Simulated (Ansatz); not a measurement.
## Band-structure calculation of Ga2AsP (part 1 of 2)

Ga2AsP (8 atoms in the cell), computed with DFT, HSE06, plane waves, PAW, no spin polarisation (Ansatz 0.2.0).

The structure was built on a prototype by a generator; it need not be a known phase. The geometry comes from this level: r2SCAN.

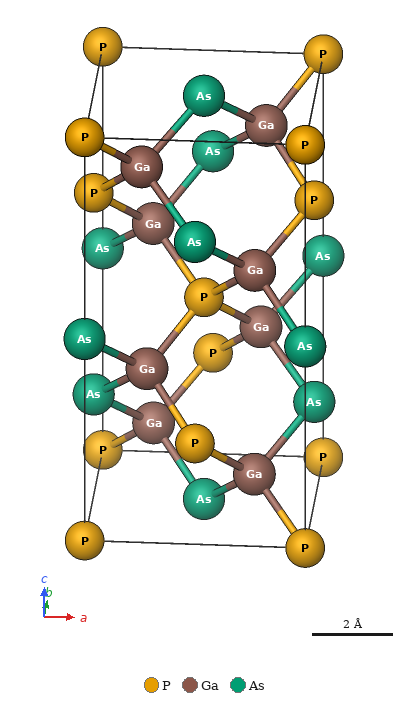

Fig. 1: The input geometry (ball-and-stick view of the cell 2 times as large as that of the calculation, set on its symmetry axes, seen at an oblique angle). An atom can appear more than once, as a periodic image. Near neighbours in the periodic cell (some may lie outside the picture): P has 4 Ga at 2.37 Å; Ga has 2 As at 2.45 Å and 2 P at 2.37 Å; As has 4 Ga at 2.45 Å.

The input:
```yaml
crystal:
  lattice:
    - [-2.7789891759, 2.7789891759, 5.5530253686]
    - [2.7789891759, -2.7789891759, 5.5530253686]
    - [2.7789891759, 2.7789891759, -5.5530253686]
  atoms:
    - { symbol: P, position: [0.0, 0.0, 0.0] }
    - { symbol: Ga, position: [0.625, 0.6371138923, 0.5121138923] }
    - { symbol: P, position: [0.25, 0.75, 0.5] }
    - { symbol: Ga, position: [0.8871138923, 0.375, 0.0121138923] }
    - { symbol: As, position: [0.5, 0.5, 0.0] }
    - { symbol: Ga, position: [0.125, 0.1128861077, 0.4878861077] }
    - { symbol: As, position: [0.75, 0.25, 0.5] }
    - { symbol: Ga, position: [0.3628861077, 0.875, -0.0121138923] }
kpoints:
  mp_grid: { grid: [4, 4, 4] }
  band_path:
    path:
      - [0.0, 0.0, 0.0]
      - [0.0, 0.0, 0.5]
      - [0.25, 0.25, 0.25]
      - [0.0, 0.5, 0.0]
      - [0.5, 0.5, -0.5]
      - [0.3126115426, 0.6873884574, -0.3126115426]
      - [-0.3126115426, 0.3126115426, 0.3126115426]
      - [-0.1252230852, 0.1252230852, 0.5]
      - [0.5, 0.5, -0.1252230852]
    npoints: 1
hamiltonian:
  xc: hse06
scf:
  occupations: { method: fixed }
  n_extra_bands: 6
output:
  forces: true
  stress: true
  eigenvalues: true
  write_density: true
  write_potential: true
  elf: true
  volumetric_format: npy
```

Run as:
```bash
ansatz run input.yaml --threads 4 --pin off --max-ram 6451MiB --backend cpu --events-out ev --progress --plain --runs-dir out
```

The program's output:
```
Warning: output.stress: scf.convergence.dr2_threshold = 1e-7 eV (the SCF's general default) is looser than the 8e-10 eV advised for a printed stress (1e-10 eV for each atom of the cell: 8). What an SCF threshold leaves in a stress goes as its square root, and in the free energy as the threshold itself, and one threshold admits the most on a small cell: of the crystals measured, under no hybrid functional and no lock of the moments, on runs that ended without the residual-converged pass, on stresses that held no estimate of that error, the worst erred by over 100 MPa in a component at 1e-7 eV an atom and by under 5 at 1e-10. Set scf.convergence.dr2_threshold to 8e-10 eV or tighter. The threshold is an SCF's pass mark: one that does not reach it within its budget of iterations ends unconverged, or closes short of it on a stop that the run arms, and scf.convergence.dr2_threshold's page says what that costs each kind of run
Warning: output.stress: scf.exx.energy_threshold = 1e-6 eV is looser than the 8e-8 eV advised for a stress under a hybrid functional (1e-8 eV for each atom of the cell: 8). Every SCF of the exchange loop can meet its threshold on dr2 while the loop round them stops early: no threshold on dr2 bounds what that leaves in the stress. Set scf.exx.energy_threshold to 8e-8 eV or tighter. The threshold is the loop's pass mark: a loop that does not reach it within its budget of cycles ends unconverged, and scf.exx.energy_threshold's page has the law
scf.n_extra_bands = 6 over 46 filled bands (N_el = 92.0): the run solves 52 bands
Engine: ansatz 0.2.0, aarch64-unknown-linux-gnu
Pseudopotentials: kind: paw
Pseudopotential: P, paw, valence charge 5, recommended cutoff 420 eV (normal), P.paw.azcp
Pseudopotential: Ga, paw, valence charge 13, recommended cutoff 420 eV (normal), Ga.paw.azcp
Pseudopotential: As, paw, valence charge 15, recommended cutoff 420 eV (normal), As.paw.azcp
Functional definition: HSE06
  parameter a = 0.25
  parameter omega = 0.11/bohr
  exchange = pbe_x - a*pbe_x_sr(omega) + a*exact_x_sr(omega)
  correlation = pbe_c
davidson cushion auto → on  (no smearing: the cushion is to keep the highest requested band from converging to the state above it; pin scf.eigensolver.cushion to override)
Crystal: 8 atoms, lattice volume = 171.539 Å³
Basis set: ecut = 420 eV, 3411 PW (Γ), exchange–correlation on 96×96×96 points (8 copies of the dense FFT grid, shifted against one another)
Bands: 52, of which v1, the nominal top of the filled ones, is band 46 counted from 1 (45 counted from 0)
Symmetry: 8 space group operations
Space group: I-42d (ITA 122), of the structure as read, at distance tolerance 5.6e-5 Å
k-points: 13 of 64 (time reversal used)
Non-local potential: P, projectors of the file, l = 0: 2, l = 1: 2, l = 2: 2
Non-local potential: Ga, projectors of the file, l = 0: 2, l = 1: 2, l = 2: 3, l = 3: 1
Non-local potential: As, projectors of the file, l = 0: 2, l = 1: 2, l = 2: 3, l = 3: 1
PAW form: soft (Blöchl's): semilocal exchange-correlation on the pseudo side does not see the compensation charge
PAW frozen core: P, regenerated for the run's functional, and the local potential with it (the file was generated under x = pbe(κ = 0.804, μ = 0.2195149727645171), c = pbe(β = 0.06672455060314922))
PAW frozen core: Ga, regenerated for the run's functional, and the local potential with it (the file was generated under x = pbe(κ = 0.804, μ = 0.2195149727645171), c = pbe(β = 0.06672455060314922))
PAW frozen core: As, regenerated for the run's functional, and the local potential with it (the file was generated under x = pbe(κ = 0.804, μ = 0.2195149727645171), c = pbe(β = 0.06672455060314922))
PAW one-centre angular grid: P, 110 points (default); XC on 64 Gauss nodes
PAW one-centre angular grid: Ga, 590 points (default); XC on 64 Gauss nodes
PAW one-centre angular grid: As, 590 points (default); XC on 64 Gauss nodes
Initial density: superposition of atomic densities (neutral atoms: chi_scale 0, normalization atom), corrected by the library's trained network
Initial wavefunctions: pseudopotential atomic-orbital guess
Functional: x = pbe(κ = 0.804, μ = 0.2195149727645171), c = pbe(β = 0.06672455060314922), warm-up for x = pbe(κ = 0.804, μ = 0.2195149727645171) + 0.25 (exact − pbe) at short range (hse, ω = 0.20786987370883472 Å⁻¹), c = pbe(β = 0.06672455060314922); HSE06 as pw.x's `hse` composes it (authors' and Libxc's form: `xc: wpbeh`)
SCF iter   1: F=—  HF=-26358.740898 eV  |F-HF|=—  |Δ(HF+E_count)|=         —  Δρ=1.70e-3  dr2=8.94e-3  ethr=1.77e-3  ⟨swp⟩=7.5  Hψ=2850  notcnv=0
preconditioner: auto → none  [insulator: Δε(μ)=1.128 eV  Ē_g=13.506 eV  n_scr=36 (ndim 8)  ℏωp=24.1 eV  f_vac=0.043]
iter 2 solved again at ethr=8.01e-7 eV; its pass at ethr=9.71e-6 eV (dr2=7.37e-4 eV) is discarded
SCF iter   2: F=—  HF=-26358.740219 eV  |F-HF|=—  |Δ(HF+E_count)|=   6.78e-4  Δρ=5.70e-4  dr2=7.41e-4  ethr=8.01e-7  ⟨swp⟩=3.1  Hψ=3881  notcnv=0  defer=2
SCF iter   3: F=—  HF=-26358.740240 eV  |F-HF|=—  |Δ(HF+E_count)|=   2.08e-5  Δρ=2.56e-4  dr2=1.32e-4  ethr=8.01e-7  ⟨swp⟩=3.2  Hψ=2128  notcnv=0
SCF iter   4: F=-26358.740330 eV  HF=-26358.740329 eV  |F-HF|=1.13e-6  |Δ(HF+E_count)|=   8.90e-5  Δρ=1.41e-4  dr2=4.79e-5  ethr=1.44e-7  ⟨swp⟩=3.5  Hψ=1983  notcnv=0
SCF 1 stopped early in 4 iterations: F = -26358.740330 eV  dr2 = 4.79e-5
  greatest PAW one-centre occupation: 0.999 electrons in one spin orbital (limit 2), on the As atom at site 6 (counted from 0), in its partial waves of l = 2
Initial density: handed on by an earlier stage of this run
Initial wavefunctions: those handed on with the density
Functional: x = pbe(κ = 0.804, μ = 0.2195149727645171) + 0.25 (exact − pbe) at short range (hse, ω = 0.20786987370883472 Å⁻¹), c = pbe(β = 0.06672455060314922); HSE06 as pw.x's `hse` composes it (authors' and Libxc's form: `xc: wpbeh`)
Exchange kernel: α = 0.2500, screened, ω = 0.2079 Å⁻¹, Wigner–Seitz truncation, v(0) = 1046.6074 eV·Å³, q-mesh 4×4×4, nearest image of the exchange supercell L = 22.23 Å, pair-density grid 24×24×24, without the augmentation charges, whose exchange is taken in its separable form by FFT convolution over the k-point mesh (sized by the pseudopotential files, 40×40×30 at the most), smooth part of the exact exchange by density-matrix convolution
Frozen-core exchange: fock
SCF iter   1: F=—  HF=-26364.423764 eV  |F-HF|=—  |Δ(HF+E_count)|=         —  Δρ=1.28e-2  dr2=1.13e-1  ethr=5.21e-7  ⟨swp⟩=8.2  Hψ=3856  notcnv=0
preconditioner: auto → none  [insulator: Δε(μ)=1.963 eV  Ē_g=16.127 eV  n_scr=36 (ndim 8)  ℏωp=24.1 eV  f_vac=0.036]
SCF iter   2: F=—  HF=-26364.357220 eV  |F-HF|=—  |Δ(HF+E_count)|=   6.65e-2  Δρ=2.77e-3  dr2=1.13e-2  ethr=5.21e-7  ⟨swp⟩=5.1  Hψ=3091  notcnv=0
SCF iter   3: F=—  HF=-26364.391657 eV  |F-HF|=—  |Δ(HF+E_count)|=   3.44e-2  Δρ=3.25e-3  dr2=6.36e-3  ethr=5.21e-7  ⟨swp⟩=4.8  Hψ=2868  notcnv=0
SCF iter   4: F=—  HF=-26364.390987 eV  |F-HF|=—  |Δ(HF+E_count)|=   6.70e-4  Δρ=1.18e-3  dr2=1.16e-3  ethr=5.21e-7  ⟨swp⟩=4.0  Hψ=2309  notcnv=0
SCF iter   5: F=—  HF=-26364.391037 eV  |F-HF|=—  |Δ(HF+E_count)|=   5.05e-5  Δρ=1.45e-4  dr2=1.52e-4  ethr=5.21e-7  ⟨swp⟩=3.0  Hψ=1679  notcnv=0
SCF iter   6: F=—  HF=-26364.392106 eV  |F-HF|=—  |Δ(HF+E_count)|=   1.07e-3  Δρ=2.47e-4  dr2=6.97e-5  ethr=6.77e-8  ⟨swp⟩=4.9  Hψ=2610  notcnv=0
SCF iter   7: F=-26364.392066 eV  HF=-26364.392068 eV  |F-HF|=2.35e-6  |Δ(HF+E_count)|=   3.79e-5  Δρ=2.40e-5  dr2=4.02e-6  ethr=6.77e-8  ⟨swp⟩=3.2  Hψ=1975  notcnv=0
SCF 2 stopped early in 7 iterations: F = -26364.392066 eV  dr2 = 4.02e-6
  Residual-converged pass: ⟨swp⟩=4.0  Hψ=2182  notcnv=0  max |occ|·‖R‖ = 6.3e-6 eV (tolerance 6.7e-6 eV)  dr2=4.11e-6  dr2_onsite=3.10e-7  max |Δocc| = 0.0e0
  greatest PAW one-centre occupation: 0.999 electrons in one spin orbital (limit 2), on the As atom at site 4 (counted from 0), in its partial waves of l = 2
hybrid outer 1: dexx = +4.251e-2 eV, tail = 2.01e-4 eV
Exchange kernel: α = 0.2500, screened, ω = 0.2079 Å⁻¹, Wigner–Seitz truncation, v(0) = 1046.6074 eV·Å³, q-mesh 4×4×4, nearest image of the exchange supercell L = 22.23 Å, pair-density grid 24×24×24, without the augmentation charges, whose exchange is taken in its separable form by FFT convolution over the k-point mesh (sized by the pseudopotential files, 40×40×30 at the most), smooth part of the exact exchange by density-matrix convolution
Frozen-core exchange: fock
SCF iter   1: F=—  HF=-26364.391885 eV  |F-HF|=—  |Δ(HF+E_count)|=         —  Δρ=6.85e-5  dr2=1.21e-5  ethr=1.09e-6  ⟨swp⟩=3.2  Hψ=1581  notcnv=0
preconditioner: auto → none  [insulator: Δε(μ)=2.054 eV  Ē_g=15.952 eV  n_scr=36 (ndim 8)  ℏωp=24.1 eV  f_vac=0.036]
SCF iter   2: F=—  HF=-26364.391886 eV  |F-HF|=—  |Δ(HF+E_count)|=   8.93e-7  Δρ=3.13e-5  dr2=1.68e-6  ethr=1.08e-8  ⟨swp⟩=4.0  Hψ=2474  notcnv=0
SCF iter   3: F=—  HF=-26364.391891 eV  |F-HF|=—  |Δ(HF+E_count)|=   5.05e-6  Δρ=2.02e-5  dr2=8.35e-7  ethr=1.03e-9  ⟨swp⟩=4.8  Hψ=2261  notcnv=0
SCF iter   4: F=—  HF=-26364.391891 eV  |F-HF|=—  |Δ(HF+E_count)|=   2.34e-7  Δρ=1.94e-6  dr2=2.51e-8  ethr=8.48e-10  ⟨swp⟩=3.0  Hψ=1736  notcnv=0
SCF iter   5: F=—  HF=-26364.391891 eV  |F-HF|=—  |Δ(HF+E_count)|=   1.26e-7  Δρ=2.17e-6  dr2=1.04e-8  ethr=8.91e-12  ⟨swp⟩=5.8  Hψ=2800  notcnv=0  defer=15
SCF iter   6: F=-26364.391891 eV  HF=-26364.391891 eV  |F-HF|=6.18e-11  |Δ(HF+E_count)|=   5.32e-9  Δρ=3.31e-7  dr2=1.30e-9  ethr=8.91e-12  ⟨swp⟩=3.7  Hψ=2179  notcnv=0
SCF 3 converged in 6 iterations: F = -26364.391891 eV  dr2 = 1.30e-9
  Residual-converged pass: ⟨swp⟩=2.8  Hψ=1437  notcnv=0  max |occ|·‖R‖ = 8.8e-7 eV (tolerance 8.9e-7 eV)  dr2=1.30e-9  dr2_onsite=1.14e-10  max |Δocc| = 0.0e0
hybrid outer 2: dexx = +6.159e-6 eV, tail = 1.11e-7 eV, Δε = 3.21e-3 eV (about 9.71e-5 eV left of the loop's levels), ΔF = 2.49e-3 eV/Å (tail 9.53e-4)
Exchange kernel: α = 0.2500, screened, ω = 0.2079 Å⁻¹, Wigner–Seitz truncation, v(0) = 1046.6074 eV·Å³, q-mesh 4×4×4, nearest image of the exchange supercell L = 22.23 Å, pair-density grid 24×24×24, without the augmentation charges, whose exchange is taken in its separable form by FFT convolution over the k-point mesh (sized by the pseudopotential files, 40×40×30 at the most), smooth part of the exact exchange by density-matrix convolution
Frozen-core exchange: fock
SCF iter   1: F=—  HF=-26364.391891 eV  |F-HF|=—  |Δ(HF+E_count)|=         —  Δρ=2.63e-6  dr2=6.63e-9  ethr=6.01e-10  ⟨swp⟩=5.4  Hψ=1707  notcnv=0
preconditioner: auto → none  [insulator: Δε(μ)=2.055 eV  Ē_g=15.951 eV  n_scr=36 (ndim 8)  ℏωp=24.1 eV  f_vac=0.036]
SCF iter   2: F=-26364.391891 eV  HF=-26364.391891 eV  |F-HF|=2.55e-11  |Δ(HF+E_count)|=   1.49e-9  Δρ=4.66e-7  dr2=6.76e-10  ethr=6.50e-12  ⟨swp⟩=4.0  Hψ=2214  notcnv=0
SCF 4 converged in 2 iterations: F = -26364.391891 eV  dr2 = 6.76e-10
  Residual-converged pass: ⟨swp⟩=2.0  Hψ=1379  notcnv=0  max |occ|·‖R‖ = 1.5e-6 eV (tolerance 1.6e-6 eV)  dr2=6.74e-10  dr2_onsite=2.28e-10  max |Δocc| = 0.0e0
```

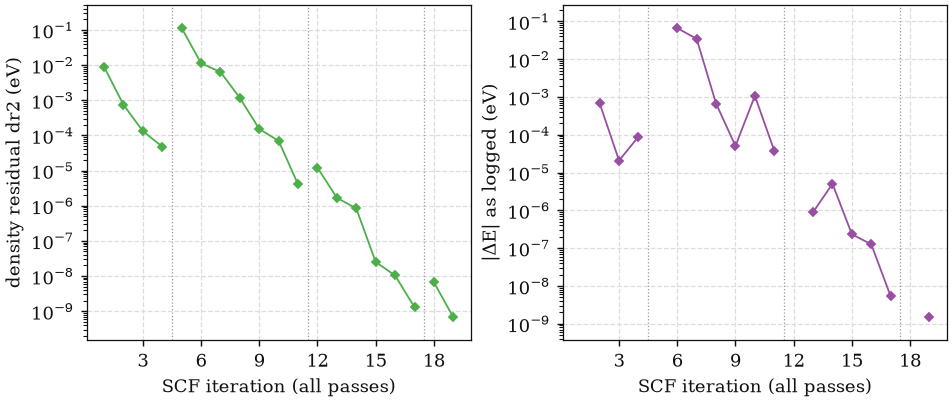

Fig. 2: Convergence of the self-consistent field: density residual dr2 and size of the energy change against the SCF iteration. The run starts with a semilocal functional; after that each stretch between dotted lines is one SCF of the hybrid functional between two exact rebuilds of the exchange operator by the outer loop. Early passes are stopped at a loose threshold. The passes take 4, 7, 6 and 2 iterations.

```
hybrid outer 3: dexx = +2.635e-9 eV, tail = 1.84e-9 eV, Δε = 7.86e-5 eV (about 1.51e-5 eV left of the loop's levels), ΔF = 6.79e-6 eV/Å (tail 7.81e-5)
NSCF: frozen V_eff on 9 k-points
hybrid SCF converged: 3 outer / 15 inner (+4 warm-up), last move |dexx| = 2.64e-9 eV, tail = 1.84e-9 eV
Stability not checked: this state was not tested for a lower state beside it, because the functional holds exact exchange (a hybrid, or Hartree-Fock), whose exchange loop this test does not read (fock_operator; see scf.lower_state_search)
Free energy (F): -26364.391891 eV
Frozen-core exchange: fock
Harris-Foulkes:  -26364.391891 eV  (|F-HF|=2.55e-11)
Internal energy: -26364.391891 eV  (E = F + TS)
E sigma→0 (E₀):  -26364.391891 eV
Fermi energy:    7.232732 eV
--- Per-component energies (eV) ---
  E_band       = -973.116257
  E_kinetic    = 805.545600
  E_local      = -12609.273911  (includes V_loc(G=0)·N_el)
  E_nonlocal   = 430.306678
  E_hartree    = 6181.875599
  E_xc         = -449.917828
  E_vxc        = -411.486487  (∫ρ·V_xc dr)
  E_exx        = -331.225866  (= α·E_x^exact, valence–valence)
  E_paw        = -12552.280622  (= ΣΔE_a)
  E_vpaw       = -889.506101  (= ΣTr[D̂ρ^β])
  E_aug_tail   = -0.000445  (compensation charges beyond the density's cutoff)
  E_ewald      = -7838.198287
  E_core_change = -1.222808  (= ΣΔE_core)
  E_smearing   = -0.000000  (= −TS)
  E_closure    = -0.000001  (closes the sum)
  Σ components = -26364.391891   (vs F -26364.391891, Δ=0.00e0)
```
